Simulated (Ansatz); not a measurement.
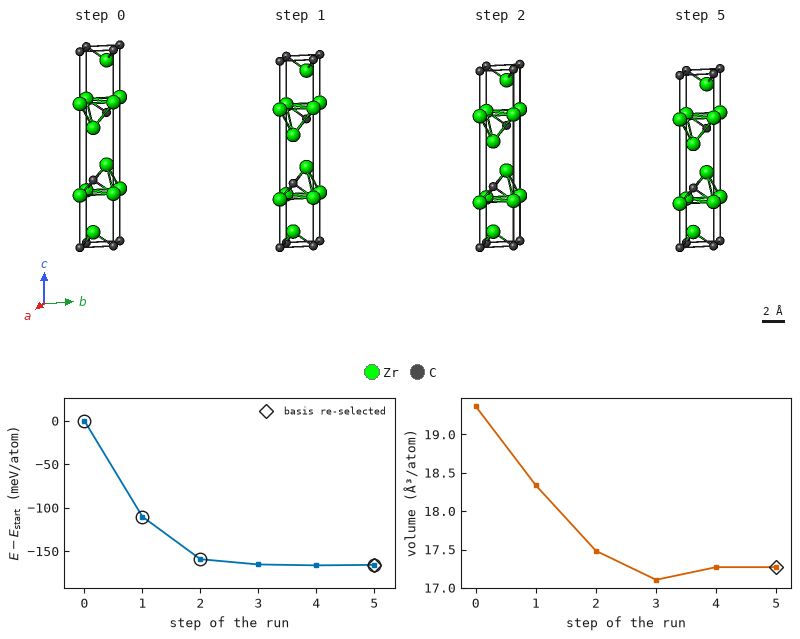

Frames of a relaxation of solid Zr$_{2}$C (a generated structure, set up in R-3m) (coarse preliminary run), marked on the history of the run. Style: ball-and-stick. Shown: the conventional cell (3 times the calculation's cell), slightly off an axis. Lengths and directions refer to the drawn axes.

Level of theory: Ansatz, DFT PBE, scalar-relativistic, plane waves, PAW.

Input file:
```yaml
crystal:
  lattice:
    - [1.65338778, 0.95458388, 6.13505778]
    - [-1.65338778, 0.95458388, 6.13505778]
    - [0.0, -1.90916776, 6.13505778]
  atoms:
    - { symbol: Zr, position: [0.26646999, 0.26646999, 0.26646999] }
    - { symbol: Zr, position: [0.73353001, 0.73353001, 0.73353001] }
    - { symbol: C, position: [0.0, 0.0, 0.0] }
basis:
  ecutwfc: 420
kpoints:
  mp_grid: { grid: [6, 6, 6] }
hamiltonian:
  xc: pbe
scf:
  occupations: { method: gaussian, width: 0.1 }
  lower_state_search: "off"
output:
  forces: true
  stress: true
  eigenvalues: true
relax:
  adjacent_minimum: "off"
  f_tol: 0.04
  max_steps: 70
  cell: { stress_tol: 0.4 }
```

Command:
```bash
ansatz run input.yaml --threads 1 --pin off --max-ram 2048MiB --backend cpu --events-out ev --progress --plain --runs-dir out
```

**What happens along the run?**

After 4 accepted moves (5 points after the start) the energy has fallen by 166 meV per atom. The largest force component goes from 1.2 to 0.011 eV/Å. The pressure goes from −0.89 to 0.12 GPa. At 1 point the geometry stayed and the basis and grid were re-selected for the new cell (energy shift of 0.5 meV per atom at most each time). The largest moves relative to the cell, 0.18 Å, are those of Zr1 and Zr2. Zr2 goes along +c. C stays in place. The drawn cell changes as follows: a = b 3.307 → 3.330 Å (+0.7 %), c 18.405 → 16.183 Å (−12.1 %); the volume changes by −10.8 %. Among the contacts that change: Zr1–Zr2 4.140 → 3.458 Å, Zr1–Zr2 (another image) 3.115 → 3.170 Å, Zr1–C3 2.271 → 2.299 Å, Zr1–Zr1 3.307 → 3.330 Å. The space group stays R-3m (No. 166). From step 0 to 1: Zr atoms move most (0.13 Å), volume −5.3 %, energy −110 meV per atom. From step 1 to 2: Zr atoms move most (0.06 Å), volume −4.7 %, energy −48.9 meV per atom. From step 2 to 5: volume −1.2 %, energy −6.6 meV per atom.

```
step  E − E(0), meV/atom  largest force component, eV/Å  pressure, GPa  volume, Å³/atom                      note
   0                0.00                         1.1921          -0.89           19.366                          
   1             -110.19                         0.0249          -4.22           18.336                          
   2             -159.07                         0.2147          -1.50           17.482                          
   3             -165.11                         0.0802           0.89           17.105                          
   4             -166.14                         0.0110           0.17           17.270                          
   5             -165.62                         0.0111           0.12           17.270  same geometry, new basis
```
